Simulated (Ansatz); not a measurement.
# A convergence test on Ta3N5 (Cmcm): k mesh of the hybrid

Wanted: the cheapest k mesh of the hybrid that holds the HSE06 gap of Ta3N5 (Cmcm).

Program: Ansatz 0.2.0. Level of theory: DFT, HSE06, plane waves, PAW. Results are calculated unless marked as measured.

**1. The starting structure**

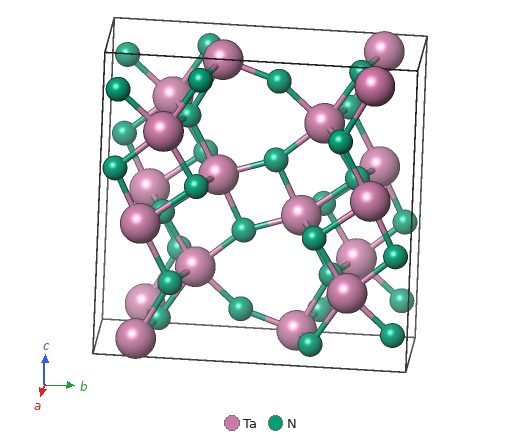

The starting structure, seen slightly off an axis (tantalum pink, nitrogen teal). This picture shows the conventional cell, with its axes. Some periodic images of atoms are drawn too.

The cell and positions come from the Crystallography Open Database and are kept as given unless a step says otherwise. Spin-orbit coupling is left out unless a step names it. The default PAW set here is soft_2. Its files were made with PBE.

**2. k mesh of the hybrid: 2×2×2**

input.yaml reads:

```yaml
crystal:
  lattice:
    - [1.9431, -5.1059, 0.0]
    - [1.9431, 5.1059, 0.0]
    - [0.0, 0.0, 10.2624]
  atoms:
    - { symbol: Ta, position: [0.8029, 0.1971, 0.25] }
    - { symbol: Ta, position: [0.1971, 0.8029, 0.75] }
    - { symbol: Ta, position: [0.86545, 0.13455, 0.55906] }
    - { symbol: Ta, position: [0.13455, 0.86545, 0.05906] }
    - { symbol: Ta, position: [0.13455, 0.86545, 0.44094] }
    - { symbol: Ta, position: [0.86545, 0.13455, 0.94094] }
    - { symbol: "N", position: [0.23678, 0.76322, 0.25] }
    - { symbol: "N", position: [0.76322, 0.23678, 0.75] }
    - { symbol: "N", position: [0.95299, 0.04701, 0.11949] }
    - { symbol: "N", position: [0.04701, 0.95299, 0.61949] }
    - { symbol: "N", position: [0.04701, 0.95299, 0.88051] }
    - { symbol: "N", position: [0.95299, 0.04701, 0.38051] }
    - { symbol: "N", position: [0.69138, 0.30862, 0.07378] }
    - { symbol: "N", position: [0.30862, 0.69138, 0.57378] }
    - { symbol: "N", position: [0.30862, 0.69138, 0.92622] }
    - { symbol: "N", position: [0.69138, 0.30862, 0.42622] }
kpoints:
  mp_grid: { grid: [2, 2, 2] }
  band_path:
    path:
      - [0.0, 0.0, 0.0]
      - [-0.5, 0.5, 0.0]
      - [-0.28620643, 0.71379357, 0.0]
      - [0.28620643, 0.28620643, 0.0]
      - [0.0, 0.0, 0.5]
      - [0.28620643, 0.28620643, 0.5]
      - [-0.28620643, 0.71379357, 0.5]
      - [-0.5, 0.5, 0.5]
      - [0.143103215, 0.143103215, 0.0]
      - [-0.25, 0.25, 0.0]
    npoints: 1
hamiltonian:
  xc: hse06
scf:
  occupations: { method: fixed }
  n_extra_bands: 9
output:
  eigenvalues: true
```

Run with:

```
ansatz run input.yaml --threads 3 --pin off --max-ram 92160MiB --backend cuda --events-out ev --progress --plain --runs-dir out --devices 1 --max-vram 13GiB
```

Numbers of over 12 decimals in the logs are rounded to 6 here.

What it wrote:

```text
scf.n_extra_bands = 9 over 64 filled bands (N_el = 128.0): the run solves 73 bands
exact exchange: scf.exx.singularity resolves to wigner_seitz, which cuts the screened interaction at the faces of the exchange supercell's Wigner-Seitz cell, so that each pair interacts once, at the shortest of its separations (the periodic images that this leaves out come, for a point-like exchange hole, to about 0.022 eV on a filled level). The cut falls within the interaction's reach, and what an exchange supercel [...]
GPUs: using 1 of 1 available (devices: 1).
Engine: ansatz 0.2.0, x86_64-unknown-linux-gnu
Pseudopotentials: kind: paw
Pseudopotential: Ta, paw, valence charge 13, recommended cutoff 420 eV (normal), Ta.paw.azcp
Pseudopotential: N, paw, valence charge 5, recommended cutoff 420 eV (normal), N.paw.azcp
Functional definition: HSE06
  parameter a = 0.25
  parameter omega = 0.11/bohr
  exchange = pbe_x - a*pbe_x_sr(omega) + a*exact_x_sr(omega)
  correlation = pbe_c
davidson cushion auto → on  (no smearing: the cushion is to keep the highest requested band from converging to the state above it; pin scf.eigensolver.cushion to override)
device memory: the entry about to start is reckoned to put 4.3 GiB on a device that reports 59.3 GiB free (of which the cap on the GPU budget leaves the run 13.0 GiB)
GPU FFT provider: cuFFT
GPU libraries: cuBLAS 13.8.2, cuFFT 12.4.0, cuSOLVER 12.3.4
Crystal: 16 atoms, lattice volume = 203.632 Å³
Basis set: ecut = 420 eV, 3985 PW (Γ)
Bands: 73, of which v1, the nominal top of the filled ones, is band 64 counted from 1 (63 counted from 0)
Symmetry: 8 space group operations
Space group: Cmcm (ITA 63), of the structure as read, at distance tolerance 5.9e-5 Å
k-points: 6 of 8
Non-local potential: Ta, projectors of the file, l = 0: 3, l = 1: 2, l = 2: 2, l = 3: 1
Non-local potential: N, projectors of the file, l = 0: 2, l = 1: 2, l = 2: 1
PAW form: soft (Blöchl's): semilocal exchange-correlation on the pseudo side does not see the compensation charge
PAW frozen core: Ta, regenerated for the run's functional, and the local potential with it (the file was generated under x = pbe(κ = 0.804, μ = 0.219515), c = pbe(β = 0.066725))
PAW frozen core: N, regenerated for the run's functional, and the local potential with it (the file was generated under x = pbe(κ = 0.804, μ = 0.219515), c = pbe(β = 0.066725))
PAW one-centre angular grid: Ta, 590 points (default); XC on 64 Gauss nodes
PAW one-centre angular grid: N, 110 points (default); XC on 64 Gauss nodes
Initial density: superposition of atomic densities (neutral atoms: chi_scale 0, normalization atom), corrected by the library's trained network
Initial wavefunctions: pseudopotential atomic-orbital guess
GPU buffer pool allocated for 115200 grid points (all kernels)
GPU transforms: local potential and band sums: pruned to the plane-wave sphere, on 40×40×72
Functional: x = pbe(κ = 0.804, μ = 0.219515), c = pbe(β = 0.066725), warm-up for x = pbe(κ = 0.804, μ = 0.219515) + 0.25 (exact − pbe) at short range (hse, ω = 0.207870 Å⁻¹), c = pbe(β = 0.066725); HSE06 as pw.x's `hse` composes it (authors' and Libxc's form: `xc: wpbeh`)
SCF iter   1: F=—  HF=-63451.005589 eV  |F-HF|=—  |Δ(HF+E_count)|=         —  Δρ=1.19e-2  dr2=3.20e-1  ethr=1.77e-3  ⟨swp⟩=5.7  Hψ=1919  notcnv=0
preconditioner: auto → none  [insulator: Δε(μ)=1.438 eV  Ē_g=8.776 eV  n_scr=56 (ndim 8)  ℏωp=23.3 eV  f_vac=0.062]
SCF iter   2: F=—  HF=-63451.005973 eV  |F-HF|=—  |Δ(HF+E_count)|=   3.83e-4  Δρ=1.17e-2  dr2=3.42e-1  ethr=2.50e-4  ⟨swp⟩=4.0  Hψ=1293  notcnv=0
iter 3 solved again at ethr=9.05e-6 eV; its pass at ethr=2.50e-4 eV (dr2=1.16e-2 eV) is discarded
SCF iter   3: F=—  HF=-63450.940019 eV  |F-HF|=—  |Δ(HF+E_count)|=   6.60e-2  Δρ=3.35e-3  dr2=1.18e-2  ethr=9.05e-6  ⟨swp⟩=3.3  Hψ=2215  notcnv=0
SCF iter   4: F=—  HF=-63450.940264 eV  |F-HF|=—  |Δ(HF+E_count)|=   2.45e-4  Δρ=1.77e-3  dr2=4.92e-3  ethr=9.05e-6  ⟨swp⟩=3.2  Hψ=1182  notcnv=0
[...]
SCF iter   5: F=—  HF=-63454.052836 eV  |F-HF|=—  |Δ(HF+E_count)|=   4.27e-3  Δρ=8.52e-4  dr2=2.08e-3  ethr=4.74e-7  ⟨swp⟩=4.5  Hψ=1382  notcnv=0
SCF iter   6: F=—  HF=-63454.052350 eV  |F-HF|=—  |Δ(HF+E_count)|=   4.85e-4  Δρ=2.66e-4  dr2=2.18e-4  ethr=4.74e-7  ⟨swp⟩=4.0  Hψ=1353  notcnv=0
SCF iter   7: F=-63454.052281 eV  HF=-63454.052295 eV  |F-HF|=1.33e-5  |Δ(HF+E_count)|=   5.58e-5  Δρ=7.57e-5  dr2=2.97e-5  ethr=1.59e-7  ⟨swp⟩=3.0  Hψ=1181  notcnv=0
SCF 2 stopped early in 7 iterations: F = -63454.052281 eV  dr2 = 2.97e-5
  greatest PAW one-centre occupation: 0.997 electrons in one spin orbital (limit 2), on the Ta atom at site 4 (counted from 0), in its partial waves of l = 0
hybrid outer 1: dexx = +8.254e-2 eV, tail = 1.39e-4 eV
GPU FFT provider: cuFFT
GPU libraries: cuBLAS 13.8.2, cuFFT 12.4.0, cuSOLVER 12.3.4
GPU buffer pool allocated for 115200 grid points (all kernels)
GPU transforms: local potential and band sums: pruned to the plane-wave sphere, on 40×40×72
Exchange kernel: α = 0.2500, screened, ω = 0.2079 Å⁻¹, Wigner–Seitz truncation, v(0) = 895.2608 eV·Å³, q-mesh 2×2×2, nearest image of the exchange supercell L = 7.77 Å, pair-density grid 27×27×50, without the augmentation charges, whose exchange is taken in its separable form by FFT convolution over the k-point mesh (sized by the pseudopotential files, 25×40×72 at the most), smooth part of the exact exchange by density-matrix convolution in up to 1.74 GiB of GPU memory as planned if the GPU has room (build and FFT work areas not counted)
Frozen-core exchange: fock
SCF iter   1: F=—  HF=-63454.051265 eV  |F-HF|=—  |Δ(HF+E_count)|=         —  Δρ=1.09e-4  dr2=2.85e-5  ethr=5.42e-7  ⟨swp⟩=4.0  Hψ=1062  notcnv=0
preconditioner: auto → none  [insulator: Δε(μ)=2.300 eV  Ē_g=10.381 eV  n_scr=56 (ndim 8)  ℏωp=23.3 eV  f_vac=0.064]
iter 2 solved again at ethr=1.09e-9 eV; its pass at ethr=2.16e-8 eV (dr2=1.40e-6 eV) is discarded
SCF iter   2: F=—  HF=-63454.051258 eV  |F-HF|=—  |Δ(HF+E_count)|=   6.87e-6  Δρ=3.32e-5  dr2=2.02e-6  ethr=1.09e-9  ⟨swp⟩=3.2  Hψ=2171  notcnv=0
SCF iter   3: F=—  HF=-63454.051264 eV  |F-HF|=—  |Δ(HF+E_count)|=   6.64e-6  Δρ=2.16e-5  dr2=1.18e-6  ethr=1.09e-9  ⟨swp⟩=5.7  Hψ=1358  notcnv=0
SCF iter   4: F=—  HF=-63454.051264 eV  |F-HF|=—  |Δ(HF+E_count)|=   1.39e-7  Δρ=1.57e-5  dr2=6.74e-7  ethr=9.02e-10  ⟨swp⟩=3.7  Hψ=1254  notcnv=0
SCF iter   5: F=-63454.051264 eV  HF=-63454.051264 eV  |F-HF|=4.10e-8  |Δ(HF+E_count)|=   1.69e-7  Δρ=4.25e-6  dr2=9.19e-8  ethr=5.08e-10  ⟨swp⟩=3.0  Hψ=1039  notcnv=0
SCF 3 converged in 5 iterations: F = -63454.051264 eV  dr2 = 9.19e-8
[...]
hybrid outer 2: dexx = +8.899e-6 eV, tail = 2.18e-7 eV, Δε = 3.93e-3 eV (about 1.60e-4 eV left of the loop's levels)
device memory: the entry about to start is reckoned to put 1.6 GiB on a device that reports 59.2 GiB free (of which the cap on the GPU budget leaves the run 13.0 GiB)
NSCF: frozen V_eff on 10 k-points
hybrid SCF converged: 2 outer / 12 inner (+5 warm-up), last move |dexx| = 8.90e-6 eV, tail = 2.18e-7 eV
Stability not checked: this state was not tested for a lower state beside it, because the functional holds exact exchange (a hybrid, or Hartree-Fock), whose exchange loop this test does not read (fock_operator; see scf.lower_state_search)
Free energy (F): -63454.051265 eV
Frozen-core exchange: fock
Harris-Foulkes:  -63454.051265 eV  (|F-HF|=4.10e-8)
Internal energy: -63454.051265 eV  (E = F + TS)
E sigma→0 (E₀):  -63454.051265 eV
Fermi energy:    11.299140 eV
--- Per-component energies (eV) ---
  E_band       = -1237.179090
  E_kinetic    = 3485.648267
  E_local      = -7424.340759  (includes V_loc(G=0)·N_el)
  E_nonlocal   = 546.399273
  E_hartree    = 2623.439113
  E_xc         = -1528.444206
  E_vxc        = -1580.071048  (∫ρ·V_xc dr)
  E_exx        = -352.055216  (= α·E_x^exact, valence–valence)
  E_paw        = -51680.921589  (= ΣΔE_a)
  E_vpaw       = -807.586957  (= ΣTr[D̂ρ^β])
  E_aug_tail   = 0.001769  (compensation charges beyond the density's cutoff)
  E_ewald      = -9103.438537
  E_core_change = -20.339381  (= ΣΔE_core)
  E_smearing   = -0.000000  (= −TS)
  E_closure    = -0.000000  (closes the sum)
  Σ components = -63454.051265   (vs F -63454.051265, Δ=0.00e0)
--- Band table (eV; the first three rows and the last of 6) ---
  k-point 0: bands = [... 60 lower, 10.4444, 10.6951, 10.9461, 11.2991, 13.8501, 14.1459, 14.5680, 14.9690, ... 5 higher]
  k-point 1: bands = [... 60 lower, 10.4757, 10.4757, 10.6949, 10.6949, 14.0167, 14.0167, 14.9691, 14.9691, ... 5 higher]
  k-point 2: bands = [... 60 lower, 10.1741, 10.2741, 10.7166, 10.8897, 14.1516, 14.1984, 15.1235, 15.4297, ... 5 higher]
  k-point 5: bands = [... 60 lower, 9.9772, 9.9772, 10.6064, 10.6064, 13.9627, 13.9627, 15.1221, 15.1221, ... 5 higher]
```

It took 37 s on 1 × NVIDIA H100 80GB HBM3 (shared by 6 runs) with 3 threads of AMD EPYC 7R13 (Zen 3), shared host; peak memory 1.4 GiB; 55 s of CPU time.

In the SCF lines HF is the Harris–Foulkes energy and dr2 the Hartree energy of the density residual, in eV; the loop may stop once dr2 is under the threshold and the program's other checks hold. Hψ counts applications of the Hamiltonian.

Numbers from this step:

```
gap                     : 2.243 eV
valence top at          : k = (0.143, 0.143, 0.000)
conduction bottom at    : Y
least direct gap        : 2.533 eV
exact-exchange fraction : 0.25
```

The gap is indirect, with the least direct gap 0.29 eV higher.

**3. k mesh of the hybrid: 4×4×2**

input.yaml, as its differences from that of step 2:

```diff
@@ -23,3 +23,3 @@
 kpoints:
-  mp_grid: { grid: [2, 2, 2] }
+  mp_grid: { grid: [4, 4, 2] }
   band_path:
```

What it wrote:

```text
[...]
GPUs: using 1 of 1 available (devices: 1).
[...]
GPU FFT provider: cuFFT
GPU libraries: cuBLAS 13.8.2, cuFFT 12.4.0, cuSOLVER 12.3.4
Crystal: 16 atoms, lattice volume = 203.632 Å³
Basis set: ecut = 420 eV, 3985 PW (Γ)
Bands: 73, of which v1, the nominal top of the filled ones, is band 64 counted from 1 (63 counted from 0)
Symmetry: 8 space group operations
[...]
k-points: 14 of 32
[...]
Fermi energy:    11.349404 eV
[...]
--- Band table (eV; the first three rows and the last of 14) ---
  k-point 0: bands = [... 60 lower, 10.4435, 10.7538, 10.9694, 11.3494, 13.8263, 14.1257, 14.5466, 14.9565, ... 5 higher]
  k-point 1: bands = [... 60 lower, 10.5323, 10.5323, 10.7103, 10.7103, 13.9947, 13.9947, 14.9526, 14.9526, ... 5 higher]
  k-point 2: bands = [... 60 lower, 10.3421, 10.5650, 10.6683, 11.2217, 14.3499, 14.9879, 15.1344, 15.3686, ... 5 higher]
  k-point 13: bands = [... 60 lower, 10.0091, 10.0091, 10.6725, 10.6725, 13.9404, 13.9404, 15.1276, 15.1276, ... 5 higher]
[key lines of the parts left out:]
Free energy (F): -63453.117462 eV
```

Wall time 57 s (1 × NVIDIA H100 80GB HBM3 (shared by 6 runs) with 3 threads); peak memory 1.7 GiB; 2 min of CPU time.

This step gave:

- gap: 2.209 eV
- valence top at: k = (0.143, 0.143, 0.000)
- conduction bottom at: Y
- least direct gap: 2.448 eV

The gap is 2.209 eV, −0.034 eV from the run before at this level.

**4. k mesh of the hybrid: 6×6×2**

input.yaml, as its differences from that of step 3:

```diff
@@ -23,3 +23,3 @@
 kpoints:
-  mp_grid: { grid: [4, 4, 2] }
+  mp_grid: { grid: [6, 6, 2] }
   band_path:
```

What it wrote:

```text
[...]
GPUs: using 1 of 1 available (devices: 1).
[...]
GPU FFT provider: cuFFT
GPU libraries: cuBLAS 13.8.2, cuFFT 12.4.0, cuSOLVER 12.3.4
Crystal: 16 atoms, lattice volume = 203.632 Å³
Basis set: ecut = 420 eV, 3985 PW (Γ)
Bands: 73, of which v1, the nominal top of the filled ones, is band 64 counted from 1 (63 counted from 0)
Symmetry: 8 space group operations
[...]
k-points: 26 of 72
[...]
Fermi energy:    11.348315 eV
[...]
--- Band table (eV; the first three rows and the last of 26) ---
  k-point 0: bands = [... 60 lower, 10.4416, 10.7510, 10.9637, 11.3483, 13.8244, 14.1254, 14.5480, 14.9573, ... 5 higher]
  k-point 1: bands = [... 60 lower, 10.5297, 10.5297, 10.7061, 10.7061, 13.9935, 13.9935, 14.9539, 14.9539, ... 5 higher]
  k-point 2: bands = [... 60 lower, 10.3188, 10.5810, 10.7353, 11.2201, 14.4238, 14.5687, 14.7561, 15.2137, ... 5 higher]
  k-point 25: bands = [... 60 lower, 10.0061, 10.0061, 10.6707, 10.6707, 13.9385, 13.9385, 15.1276, 15.1276, ... 5 higher]
[key lines of the parts left out:]
Free energy (F): -63453.150963 eV
```

The job ended after 2.1 min (1 × NVIDIA H100 80GB HBM3 (shared by 6 runs) with 3 threads; peak memory 2.3 GiB; 4.6 min of CPU time).

Numbers from this step:

```
gap                  : 2.210 eV
valence top at       : k = (0.143, 0.143, 0.000)
conduction bottom at : Y
least direct gap     : 2.445 eV
```

The gap is 2.210 eV, as in the run before at this level.

**5. The series**

Differences are against the last row; a negative gap means that bands overlap, and a run with a band path holds that path's time. Times are wall times on 1 × NVIDIA H100 80GB HBM3 (shared by 6 runs) with 3 threads of AMD EPYC 7R13 (Zen 3), shared host, good to a factor of about two.

```tsv
k mesh of the hybrid	gap (eV)	direct gap (eV)	gap error (eV)	energy error (meV/atom)	irreducible k	time
2×2×2	2.243	2.533	+0.033	−56.3	6	37 s
4×4×2	2.209	2.448	−0.0003	+2.1	14	57 s
6×6×2	2.210	2.445	+0.000	+0.0	26	2.1 min
```

**6. Summary of results**

| Property | Result |
| --- | --- |
| 2×2×2 | 2.243 eV |
| 4×4×2 | 2.209 eV |
| 6×6×2 | 2.210 eV |

What this shows: The gap holds to 0.02 eV from 4×4×2 on. At 2×2×2 the gap is off by +0.033 eV and the energy by −56 meV/atom. The gap is read over the mesh and added points near the edges, so meshes differ mainly through the density and, for a hybrid, the exchange operator.

[Paths, hosts, dates, memory and timing lines, banners, echoed tables and standing remarks are left out of the program output.]

[Logs are printed without paths, hosts, clocks, repeated set-up lines and the standing remarks that a program may print on its own settings, such as how far it seeks lower states.]

[Runs of the session that timed out or met a known fault of the program may be left out.]

[Cells called generated may have been cut or substituted from an entry of the Crystallography Open Database or the Materials Project.]

[Hosts, paths, dates, database ids (printed as entryN), source tags and the programs' standing remarks are cut or masked in the printed files.]
